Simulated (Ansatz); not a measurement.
Consider WS2 (slab).

Input file:

```
crystal:
  lattice:
    - [3.1597787811, 0.0, 0.0]
    - [-1.5798893906, 2.7364486948, 0.0]
    - [0.0, 0.0, 23.8035455337]
  atoms:
    - { symbol: S, position: [0.3333333333, 0.6666666667, 0.1890474675] }
    - { symbol: W, position: [0.6666666667, 0.3333333333, 0.2552505208] }
    - { symbol: S, position: [0.3333333333, 0.6666666667, 0.3214551696] }
    - { symbol: S, position: [1.0, 1.0, 0.4596698736] }
    - { symbol: W, position: [0.6666666667, 1.3333333333, 0.5258729269] }
    - { symbol: S, position: [1.0, 1.0, 0.5920775757] }
basis:
  ecutwfc: 420
kpoints:
  mp_grid: { grid: [9, 9, 1] }
hamiltonian:
  xc: pbe
  dispersion: d3bj
scf:
  occupations: { method: gaussian, width: 0.05 }
output:
  forces: true
  eigenvalues: true
  write_density: true
  write_potential: true
  elf: true
  volumetric_format: npy
efield:
  axis: 3
  dipole_correction: true
  ramp_width: 0.04
```

Launched as:

```sh
ansatz run input.yaml --threads 1 --pin off --max-ram 3072MiB --backend cpu --events-out ev --progress --plain --runs-dir out
```

These are results of Ansatz, DFT PBE+D3(BJ), scalar-relativistic, plane waves, PAW, not measurements.

What can the converged valence pseudo-density and electron localisation function tell about the bonding?

W–S (2.41 Å): ρ is about 0.63 e/Å³ halfway; the ELF peaks at about 0.85 in the valence shell of S, 0.8 Å from its nucleus, and is about 0.50 at the midpoint.

Does the calculation give a band gap?

It is gapped, with a Kohn–Sham gap of 1.7 eV on the k-point mesh, an upper bound to the gap of this method.

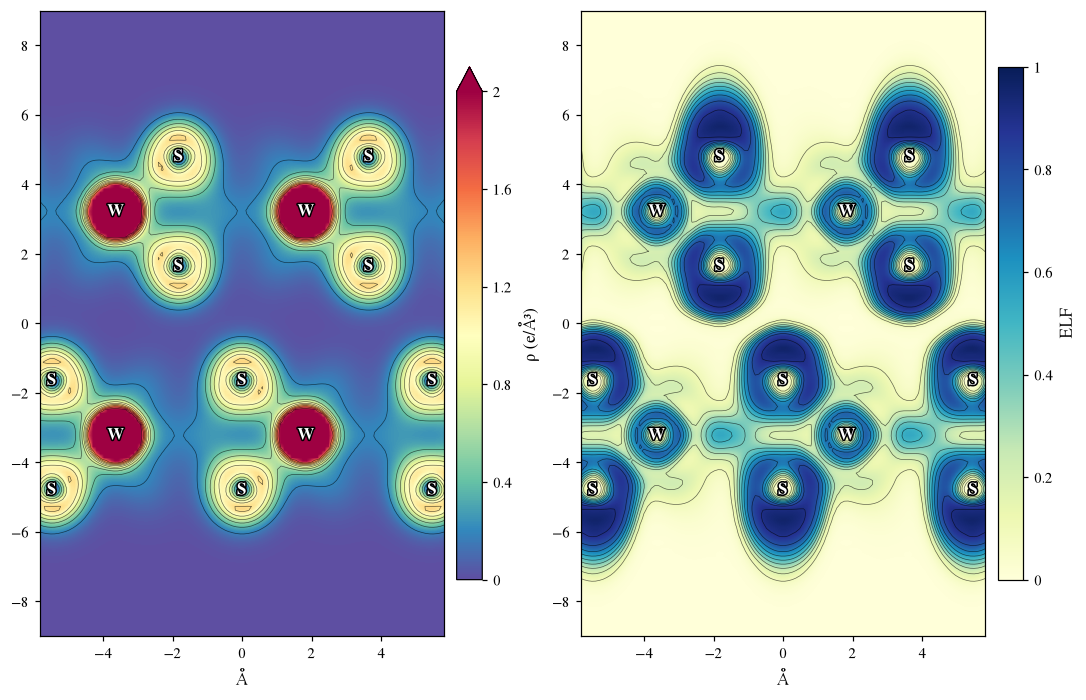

Computed valence pseudo-density and electron localisation function on the (110) plane of the calculation cell, a cut from vacuum to vacuum, in this order. 

Core electrons are frozen (PAW), and the valence fields are smoothed inside the atomic spheres.
